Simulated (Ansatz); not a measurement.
# Run report: ZnSe, geometry relaxation (part 1 of 2)

- system: ZnSe (slab, 6 atoms in the cell)
- method: DFT PBEsol, scalar-relativistic, plane waves, PAW, no spin polarisation (Ansatz 0.2.0)

The structure derives from an entry of the Crystallography Open Database. The input holds or restrains some coordinates. Forces given for the steps count only the free coordinates. It belongs to a series of runs on one base structure; here: clean slab, lower half held. Figures and captions count atoms from 1; the log counts them from 0 in places.

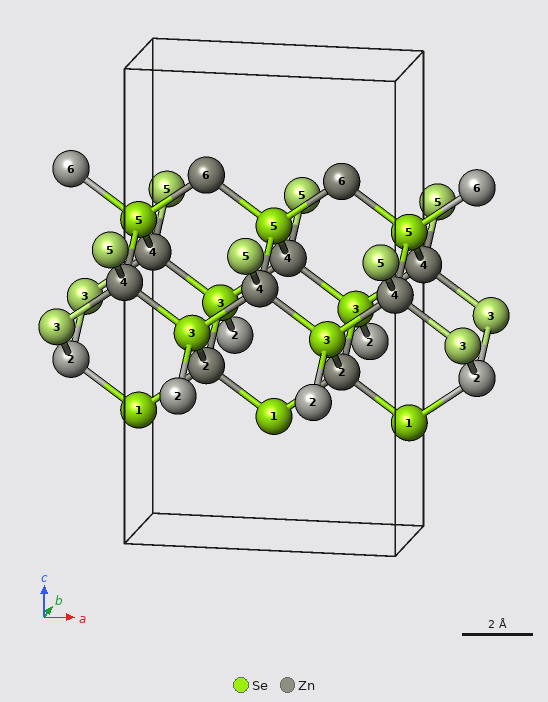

Fig. 1: The starting structure (ball-and-stick view of the 2 × 1 repeat of the cell, with the vacuum cut short, seen slightly off an axis; neighbours outside the cell are drawn fainter; atoms are numbered from 1 in the order of the input). An atom can appear more than once, as a periodic image. Near neighbours in the periodic cell (some may lie outside the picture): Se has 2 Zn at 2.44 Å; Zn has 4 Se at 2.44 Å; Se has 4 Zn at 2.44 Å; Zn has 2 Se at 2.44 Å.

Input file:
```yaml
crystal:
  lattice:
    - [3.9832742423, 0.0, 0.0]
    - [0.0, 3.9832742423, 0.0]
    - [0.0, 0.0, 24.0415005702]
  atoms:
    - { symbol: Se, position: [0.0, 0.5, 0.3535553022] }
    - { symbol: Zn, position: [0.5, 0.5, 0.4121331813] }
    - { symbol: Se, position: [0.5, 0.0, 0.4707110604] }
    - { symbol: Zn, position: [0.0, 0.0, 0.5292889396] }
    - { symbol: Se, position: [0.0, 0.5, 0.5878668187] }
    - { symbol: Zn, position: [0.5, 0.5, 0.6464446978] }
basis:
  ecutwfc: 420
kpoints:
  mp_grid: { grid: [7, 7, 1] }
hamiltonian:
  xc: pbesol
scf:
  occupations: { method: gaussian, width: 0.05 }
output:
  forces: true
  eigenvalues: true
relax:
  adjacent_minimum: "off"
  f_tol: 0.03
  max_steps: 70
  constraints: [{ sites: [0, 1, 2] }]
efield:
  axis: 3
  dipole_correction: true
  ramp_width: 0.04
```

Run as:
```bash
ansatz run input.yaml --threads 2 --pin off --max-ram 5120MiB --backend cpu --events-out ev --progress --plain --runs-dir out
```

The program's output:
```
Engine: ansatz 0.2.0, x86_64-unknown-linux-gnu
Pseudopotentials: kind: paw
Pseudopotential: Se, paw, valence charge 16, recommended cutoff 420 eV (normal), Se.paw.azcp
Pseudopotential: Zn, paw, valence charge 12, recommended cutoff 420 eV (normal), Zn.paw.azcp
Functional definition: PBEsol
  exchange = pbesol_x
  correlation = pbesol_c
Crystal: 6 atoms, lattice volume = 381.454 Å³
Basis set: ecut = 420 eV, 7457 PW (Γ), exchange–correlation on 54×54×324 points (8 copies of the dense FFT grid, shifted against one another)
Bands: 51, of which v1, the nominal top of the filled ones, is band 42 counted from 1 (41 counted from 0)
Symmetry: 4 space group operations
Space group: Pmm2 (ITA 25), of the structure as read, at distance tolerance 7.3e-5 Å
k-points: 16 of 49
Non-local potential: Se, projectors of the file, l = 0: 2, l = 1: 2, l = 2: 3, l = 3: 1
Non-local potential: Zn, projectors of the file, l = 0: 2, l = 1: 2, l = 2: 3, l = 3: 1
PAW form: soft (Blöchl's): semilocal exchange-correlation on the pseudo side does not see the compensation charge
PAW frozen core: Se, regenerated for the run's functional, and the local potential with it (the file was generated under x = pbe(κ = 0.804, μ = 0.2195149727645171), c = pbe(β = 0.06672455060314922))
PAW frozen core: Zn, regenerated for the run's functional, and the local potential with it (the file was generated under x = pbe(κ = 0.804, μ = 0.2195149727645171), c = pbe(β = 0.06672455060314922))
PAW one-centre angular grid: Se, 590 points (default); XC on 64 Gauss nodes
PAW one-centre angular grid: Zn, 590 points (default); XC on 64 Gauss nodes
Initial density: superposition of atomic densities (neutral atoms: chi_scale 0, normalization atom), corrected by the library's trained network
Initial wavefunctions: pseudopotential atomic-orbital guess
Functional: x = pbesol(κ = 0.804, μ = 0.12345679012345678), c = pbesol(β = 0.046)
SCF iter   1: F=—  HF=-26115.923962 eV  |F-HF|=—  |Δ(HF+E_count)|=         —  Δρ=2.22e-3  dr2=6.00e-2  ethr=1.77e-3  p=0.212 e·Å  D=1.00e-1 V/Å  ΔV_dip=-2.41 eV  dr2_dipole=1.34e-2  V_vac-E_F(+/−)=4.04/6.46 eV  ⟨swp⟩=10.7  Hψ=3873  notcnv=0  defer=21
efield: sawtooth ramp at fractional position 0.9800 (placed from the atoms, in the widest stretch of the axis that holds none; the zero of the levels goes with the place), width 0.0400; the density the first Hamiltonian is built on has a dipole p = 0.212 e·Å; the dipole correction subtracts the counter field D = 1.00e-1 V/Å, which shifts the + side's vacuum level by -2.41 eV against the − side's; the planar-averaged density in the ramp window peaks in size at 6.1e-6 e/Å³
preconditioner: auto → LDOS  [insulator: Δε(μ)=0.051 eV  Ē_g=10.102 eV  σ=0.050 eV  W_gap=0.53  n_scr=60 (ndim 8)  ℏωp=14.0 eV  f_vac=0.594  D(μ)=3.22/eV (n_scr^D=8)  ε∞_Penn≈2.9  β→1.0]
SCF iter   2: F=—  HF=-26115.922949 eV  |F-HF|=—  |Δ(HF+E_count)|=   1.01e-3  Δρ=2.24e-3  dr2=3.58e-2  ethr=7.14e-5  p=0.218 e·Å  D=1.03e-1 V/Å  ΔV_dip=-2.48 eV  dr2_dipole=1.05e-2  V_vac-E_F(+/−)=4.02/6.50 eV  ⟨swp⟩=2.2  Hψ=1456  notcnv=0  defer=57
SCF iter   3: F=—  HF=-26115.916964 eV  |F-HF|=—  |Δ(HF+E_count)|=   5.98e-3  Δρ=1.14e-3  dr2=4.52e-3  ethr=4.27e-5  p=0.216 e·Å  D=1.03e-1 V/Å  ΔV_dip=-2.47 eV  dr2_dipole=2.73e-4  V_vac-E_F(+/−)=4.02/6.48 eV  ⟨swp⟩=2.0  Hψ=1230  notcnv=0  defer=57
SCF iter   4: F=—  HF=-26115.915663 eV  |F-HF|=—  |Δ(HF+E_count)|=   1.30e-3  Δρ=2.38e-4  dr2=6.60e-4  ethr=5.39e-6  p=0.216 e·Å  D=1.03e-1 V/Å  ΔV_dip=-2.47 eV  dr2_dipole=9.02e-5  V_vac-E_F(+/−)=4.02/6.49 eV  ⟨swp⟩=2.0  Hψ=1243  notcnv=0  defer=57
SCF iter   5: F=—  HF=-26115.915620 eV  |F-HF|=—  |Δ(HF+E_count)|=   4.32e-5  Δρ=1.63e-4  dr2=2.63e-4  ethr=7.85e-7  p=0.216 e·Å  D=1.02e-1 V/Å  ΔV_dip=-2.46 eV  dr2_dipole=1.67e-9  V_vac-E_F(+/−)=4.02/6.48 eV  ⟨swp⟩=2.0  Hψ=1189  notcnv=0  defer=57
SCF iter   6: F=—  HF=-26115.915592 eV  |F-HF|=—  |Δ(HF+E_count)|=   2.81e-5  Δρ=1.01e-4  dr2=1.29e-4  ethr=3.13e-7  p=0.216 e·Å  D=1.02e-1 V/Å  ΔV_dip=-2.46 eV  dr2_dipole=9.98e-6  V_vac-E_F(+/−)=4.02/6.48 eV  ⟨swp⟩=2.0  Hψ=1137  notcnv=0  defer=57
SCF iter   7: F=—  HF=-26115.915572 eV  |F-HF|=—  |Δ(HF+E_count)|=   2.00e-5  Δρ=5.05e-5  dr2=4.29e-5  ethr=1.54e-7  p=0.216 e·Å  D=1.02e-1 V/Å  ΔV_dip=-2.46 eV  dr2_dipole=1.29e-5  V_vac-E_F(+/−)=4.03/6.48 eV  ⟨swp⟩=2.0  Hψ=1096  notcnv=0  defer=57
SCF iter   8: F=—  HF=-26115.915566 eV  |F-HF|=—  |Δ(HF+E_count)|=   6.14e-6  Δρ=2.67e-5  dr2=2.44e-5  ethr=2.68e-8  p=0.215 e·Å  D=1.02e-1 V/Å  ΔV_dip=-2.46 eV  dr2_dipole=1.20e-5  V_vac-E_F(+/−)=4.03/6.48 eV  ⟨swp⟩=20.6  Hψ=3997  notcnv=0
SCF iter   9: F=-26115.915563 eV  HF=-26115.915565 eV  |F-HF|=2.01e-6  |Δ(HF+E_count)|=   3.46e-7  Δρ=1.30e-5  dr2=2.17e-6  ethr=2.68e-8  p=0.215 e·Å  D=1.02e-1 V/Å  ΔV_dip=-2.45 eV  dr2_dipole=2.48e-7  V_vac-E_F(+/−)=4.03/6.48 eV  ⟨swp⟩=20.4  Hψ=3296  notcnv=0
SCF 1 converged in 9 iterations: F = -26115.915563 eV  dr2 = 2.17e-6
  greatest PAW one-centre occupation: 1.000 electrons in one spin orbital (limit 2), on the Se atom at site 0 (counted from 0), in its partial waves of l = 2
relax step   1: F+E_penalty+E_count = -26115.91556327 eV  Δ(F+E_penalty+E_count) = +0.000e0 eV  max|allowed force component| = 7.166e-1 eV/Å  Δτ_max = 0.0000 Å  (9 SCF iters, dr2 threshold 2.25e-5 eV, accepted)
Initial density: handed on by an earlier stage of this run
Initial wavefunctions: those handed on with the density
iter 1 solved again at ethr=5.46e-5 eV; its pass at ethr=3.10e-3 eV (dr2=4.59e-2 eV) is discarded
SCF iter   1: F=—  HF=-26115.956001 eV  |F-HF|=—  |Δ(HF+E_count)|=         —  Δρ=1.17e-3  dr2=3.82e-2  ethr=5.46e-5  p=0.215 e·Å  D=1.02e-1 V/Å  ΔV_dip=-2.45 eV  dr2_dipole=1.48e-2  V_vac-E_F(+/−)=3.99/6.44 eV  ⟨swp⟩=1.1  Hψ=2429  notcnv=0  defer=60
efield: sawtooth ramp at fractional position 0.9800 (handed on by an earlier solve), width 0.0400; the density the first Hamiltonian is built on has a dipole p = 0.215 e·Å; the dipole correction subtracts the counter field D = 1.02e-1 V/Å, which shifts the + side's vacuum level by -2.45 eV against the − side's; the planar-averaged density in the ramp window peaks in size at 4.4e-6 e/Å³
preconditioner: auto → LDOS  [insulator: Δε(μ)=0.048 eV  Ē_g=10.140 eV  σ=0.050 eV  W_gap=0.50  n_scr=60 (ndim 8)  ℏωp=14.0 eV  f_vac=0.594  D(μ)=3.40/eV (n_scr^D=8)  ε∞_Penn≈2.9  β→1.0]
SCF iter   2: F=—  HF=-26115.954566 eV  |F-HF|=—  |Δ(HF+E_count)|=   1.44e-3  Δρ=5.34e-4  dr2=2.51e-3  ethr=4.55e-5  p=0.218 e·Å  D=1.04e-1 V/Å  ΔV_dip=-2.49 eV  dr2_dipole=8.75e-4  V_vac-E_F(+/−)=3.98/6.47 eV  ⟨swp⟩=1.7  Hψ=803  notcnv=0  defer=60
SCF iter   3: F=—  HF=-26115.954553 eV  |F-HF|=—  |Δ(HF+E_count)|=   1.27e-5  Δρ=4.38e-4  dr2=4.58e-4  ethr=2.99e-6  p=0.217 e·Å  D=1.03e-1 V/Å  ΔV_dip=-2.48 eV  dr2_dipole=6.08e-6  V_vac-E_F(+/−)=3.98/6.46 eV  ⟨swp⟩=2.0  Hψ=1201  notcnv=0  defer=60
SCF iter   4: F=—  HF=-26115.954317 eV  |F-HF|=—  |Δ(HF+E_count)|=   2.36e-4  Δρ=1.01e-4  dr2=1.30e-4  ethr=5.45e-7  p=0.217 e·Å  D=1.03e-1 V/Å  ΔV_dip=-2.48 eV  dr2_dipole=4.18e-5  V_vac-E_F(+/−)=3.98/6.46 eV  ⟨swp⟩=2.0  Hψ=1138  notcnv=0  defer=60
SCF iter   5: F=-26115.954269 eV  HF=-26115.954306 eV  |F-HF|=3.69e-5  |Δ(HF+E_count)|=   1.11e-5  Δρ=4.03e-5  dr2=2.96e-5  ethr=3.82e-8  p=0.217 e·Å  D=1.03e-1 V/Å  ΔV_dip=-2.48 eV  dr2_dipole=1.01e-5  V_vac-E_F(+/−)=3.99/6.46 eV  ⟨swp⟩=11.7  Hψ=4169  notcnv=0
SCF 2 converged in 5 iterations: F = -26115.954269 eV  dr2 = 2.96e-5
relax step   2: F+E_penalty+E_count = -26115.95426911 eV  Δ(F+E_penalty+E_count) = -3.871e-2 eV  max|allowed force component| = 3.669e-1 eV/Å  Δτ_max = 0.0540 Å  (5 SCF iters, dr2 threshold 3.21e-5 eV, accepted)
SCF iter   1: F=—  HF=-26115.973857 eV  |F-HF|=—  |Δ(HF+E_count)|=         —  Δρ=2.05e-3  dr2=1.67e-1  ethr=4.48e-4  p=0.217 e·Å  D=1.03e-1 V/Å  ΔV_dip=-2.48 eV  dr2_dipole=7.24e-2  V_vac-E_F(+/−)=3.94/6.41 eV  ⟨swp⟩=4.0  Hψ=1864  notcnv=0  defer=57
efield: sawtooth ramp at fractional position 0.9800 (handed on by an earlier solve), width 0.0400; the density the first Hamiltonian is built on has a dipole p = 0.217 e·Å; the dipole correction subtracts the counter field D = 1.03e-1 V/Å, which shifts the + side's vacuum level by -2.48 eV against the − side's; the planar-averaged density in the ramp window peaks in size at 1.8e-6 e/Å³
preconditioner: auto → LDOS  [metal: Δε(μ)=0.033 eV  Ē_g=10.162 eV  σ=0.050 eV  W_gap=0.36  n_scr=60 (ndim 8)  ℏωp=14.0 eV  f_vac=0.595  D(μ)=3.59/eV (n_scr^D=8)  β→1.0]
SCF iter   2: F=—  HF=-26115.970591 eV  |F-HF|=—  |Δ(HF+E_count)|=   3.27e-3  Δρ=9.33e-4  dr2=1.55e-2  ethr=1.98e-4  p=0.224 e·Å  D=1.06e-1 V/Å  ΔV_dip=-2.55 eV  dr2_dipole=6.70e-3  V_vac-E_F(+/−)=3.91/6.46 eV  ⟨swp⟩=1.9  Hψ=999  notcnv=0  defer=60
SCF iter   3: F=—  HF=-26115.970152 eV  |F-HF|=—  |Δ(HF+E_count)|=   4.39e-4  Δρ=7.01e-4  dr2=1.40e-3  ethr=1.84e-5  p=0.222 e·Å  D=1.06e-1 V/Å  ΔV_dip=-2.54 eV  dr2_dipole=2.04e-4  V_vac-E_F(+/−)=3.91/6.45 eV  ⟨swp⟩=2.0  Hψ=1217  notcnv=0  defer=60
SCF iter   4: F=—  HF=-26115.969675 eV  |F-HF|=—  |Δ(HF+E_count)|=   4.76e-4  Δρ=1.48e-4  dr2=4.72e-4  ethr=1.67e-6  p=0.222 e·Å  D=1.05e-1 V/Å  ΔV_dip=-2.53 eV  dr2_dipole=2.06e-4  V_vac-E_F(+/−)=3.91/6.45 eV  ⟨swp⟩=2.0  Hψ=1288  notcnv=0  defer=58
SCF iter   5: F=—  HF=-26115.969648 eV  |F-HF|=—  |Δ(HF+E_count)|=   2.77e-5  Δρ=5.19e-5  dr2=4.01e-5  ethr=5.62e-7  p=0.221 e·Å  D=1.05e-1 V/Å  ΔV_dip=-2.53 eV  dr2_dipole=6.27e-6  V_vac-E_F(+/−)=3.92/6.44 eV  ⟨swp⟩=2.0  Hψ=900  notcnv=0  defer=58
SCF iter   6: F=—  HF=-26115.969642 eV  |F-HF|=—  |Δ(HF+E_count)|=   5.85e-6  Δρ=3.08e-5  dr2=8.79e-6  ethr=1.00e-8  p=0.221 e·Å  D=1.05e-1 V/Å  ΔV_dip=-2.52 eV  dr2_dipole=7.53e-8  V_vac-E_F(+/−)=3.92/6.44 eV  ⟨swp⟩=13.2  Hψ=4127  notcnv=0
SCF iter   7: F=-26115.969640 eV  HF=-26115.969641 eV  |F-HF|=1.26e-6  |Δ(HF+E_count)|=   1.01e-6  Δρ=1.55e-5  dr2=1.63e-6  ethr=1.00e-8  p=0.221 e·Å  D=1.05e-1 V/Å  ΔV_dip=-2.52 eV  dr2_dipole=6.42e-8  V_vac-E_F(+/−)=3.92/6.44 eV  ⟨swp⟩=7.9  Hψ=3103  notcnv=0
SCF 3 converged in 7 iterations: F = -26115.969640 eV  dr2 = 1.63e-6
relax step   3: F+E_penalty+E_count = -26115.96963957 eV  Δ(F+E_penalty+E_count) = -1.537e-2 eV  max|allowed force component| = 3.236e-2 eV/Å  Δτ_max = 0.0407 Å  (7 SCF iters, dr2 threshold 8.41e-6 eV, accepted)
SCF iter   1: F=—  HF=-26115.969734 eV  |F-HF|=—  |Δ(HF+E_count)|=         —  Δρ=2.34e-4  dr2=3.12e-3  ethr=5.02e-5  p=0.221 e·Å  D=1.05e-1 V/Å  ΔV_dip=-2.52 eV  dr2_dipole=1.39e-3  V_vac-E_F(+/−)=3.93/6.45 eV  ⟨swp⟩=2.4  Hψ=1283  notcnv=0  defer=59
efield: sawtooth ramp at fractional position 0.9800 (handed on by an earlier solve), width 0.0400; the density the first Hamiltonian is built on has a dipole p = 0.221 e·Å; the dipole correction subtracts the counter field D = 1.05e-1 V/Å, which shifts the + side's vacuum level by -2.52 eV against the − side's; the planar-averaged density in the ramp window peaks in size at 2.0e-6 e/Å³
preconditioner: auto → LDOS  [metal: Δε(μ)=0.048 eV  Ē_g=10.171 eV  σ=0.050 eV  W_gap=0.44  n_scr=60 (ndim 8)  ℏωp=14.0 eV  f_vac=0.595  D(μ)=2.50/eV (n_scr^D=8)  β→1.0]
SCF iter   2: F=—  HF=-26115.969697 eV  |F-HF|=—  |Δ(HF+E_count)|=   3.71e-5  Δρ=1.96e-4  dr2=1.72e-3  ethr=3.71e-6  p=0.220 e·Å  D=1.04e-1 V/Å  ΔV_dip=-2.50 eV  dr2_dipole=7.98e-4  V_vac-E_F(+/−)=3.94/6.44 eV  ⟨swp⟩=1.0  Hψ=944  notcnv=0  defer=59
SCF iter   3: F=—  HF=-26115.969647 eV  |F-HF|=—  |Δ(HF+E_count)|=   4.96e-5  Δρ=4.81e-5  dr2=7.65e-6  ethr=2.05e-6  p=0.220 e·Å  D=1.04e-1 V/Å  ΔV_dip=-2.51 eV  dr2_dipole=1.22e-7  V_vac-E_F(+/−)=3.93/6.44 eV  ⟨swp⟩=1.0  Hψ=757  notcnv=0  defer=59
SCF iter   4: F=—  HF=-26115.969763 eV  |F-HF|=—  |Δ(HF+E_count)|=   1.16e-4  Δρ=2.36e-5  dr2=4.27e-6  ethr=9.10e-9  p=0.220 e·Å  D=1.04e-1 V/Å  ΔV_dip=-2.51 eV  dr2_dipole=8.78e-7  V_vac-E_F(+/−)=3.93/6.44 eV  ⟨swp⟩=2.1  Hψ=1178  notcnv=0  defer=59
SCF iter   5: F=—  HF=-26115.969762 eV  |F-HF|=—  |Δ(HF+E_count)|=   6.23e-7  Δρ=8.38e-6  dr2=1.27e-6  ethr=5.08e-9  p=0.220 e·Å  D=1.04e-1 V/Å  ΔV_dip=-2.51 eV  dr2_dipole=3.55e-7  V_vac-E_F(+/−)=3.93/6.44 eV  ⟨swp⟩=2.0  Hψ=1024  notcnv=0  defer=59
SCF iter   6: F=—  HF=-26115.969762 eV  |F-HF|=—  |Δ(HF+E_count)|=   5.90e-8  Δρ=4.23e-6  dr2=3.18e-7  ethr=1.51e-9  p=0.220 e·Å  D=1.04e-1 V/Å  ΔV_dip=-2.51 eV  dr2_dipole=1.21e-7  V_vac-E_F(+/−)=3.93/6.44 eV  ⟨swp⟩=2.0  Hψ=1010  notcnv=0  defer=59
SCF iter   7: F=-26115.969762 eV  HF=-26115.969762 eV  |F-HF|=2.11e-8  |Δ(HF+E_count)|=   1.74e-8  Δρ=2.21e-6  dr2=2.37e-8  ethr=1.19e-10  p=0.220 e·Å  D=1.04e-1 V/Å  ΔV_dip=-2.51 eV  dr2_dipole=3.89e-9  V_vac-E_F(+/−)=3.93/6.44 eV  ⟨swp⟩=11.8  Hψ=3641  notcnv=0
SCF 4 converged in 7 iterations: F = -26115.969762 eV  dr2 = 2.37e-8
relax step   4: F+E_penalty+E_count = -26115.96976239 eV  Δ(F+E_penalty+E_count) = -1.228e-4 eV  max|allowed force component| = 8.487e-3 eV/Å  Δτ_max = 0.0097 Å  (7 SCF iters, accepted)
```
